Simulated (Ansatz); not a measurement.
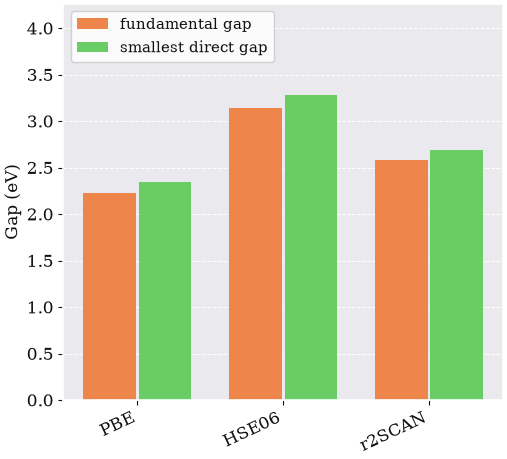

Gaps of BaS, space group I4/mmm, 2 atoms in the cell, rocksalt type, uniaxial (x) strain +0.4%, at several levels of theory on one cell (Ansatz, plane waves and PAW; edges over the mesh and the special points).

How does the gap depend on the level, and does its kind change?

In rising order: PBE 2.23 eV, r2SCAN 2.58 eV and HSE06 3.14 eV. It is indirect at every level.
